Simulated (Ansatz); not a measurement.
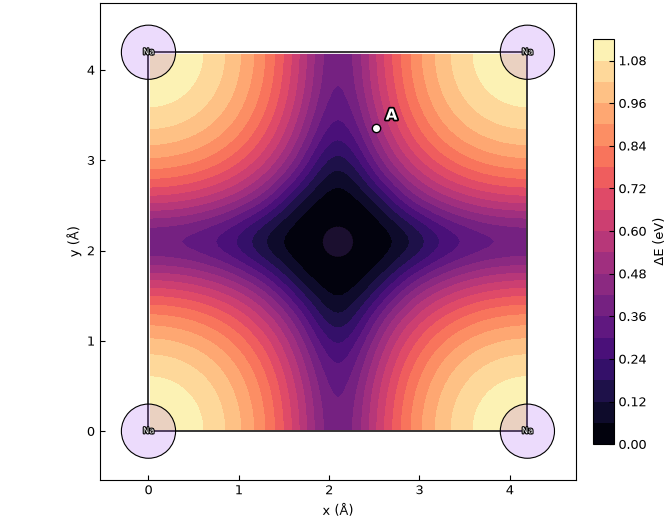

Cl on a Na(100) slab cut from the Im-3m phase, its upper half relaxed before the scan (12 atoms of substrate and one adsorbate in a 2 × 2 cell). Cl is moved over the surface cell; relaxed at each place: the height of the adsorbate's atoms; substrate rigid; the origin of the map has the adsorbate above Na9. Places are given modulo a cell vector. The map is drawn in real space over the plane of the surface. The scan uses a 10 × 10 grid; 21 points were computed and 79 follow by symmetry. Places are given in fractions of the 1 × 1 surface cell. All energies are given in eV relative to the lowest grid point. The runs have no spin polarisation; a magnetic state may lie lower. The calculation used Ansatz 0.2.0, DFT PBE, scalar-relativistic, plane waves, PAW. Settings: cutoff 420 eV, k-mesh 3×3×1, gaussian smearing 0.1 eV, no spin polarisation.

The picture shows filled contours, labelled circles for the atoms of the top layer and small ones for the second layer, the outline of one cell of the plane, the point A. Between grid points the surface is interpolated.

Question: Which way does the force act at A, and how strong is it?

Answer: A, at (6/10, 8/10) of the cell vectors, is not a stationary point. The computed force is 0.76 eV/Å in the plane, pointing left in the picture (components −0.71 and −0.26 eV/Å).
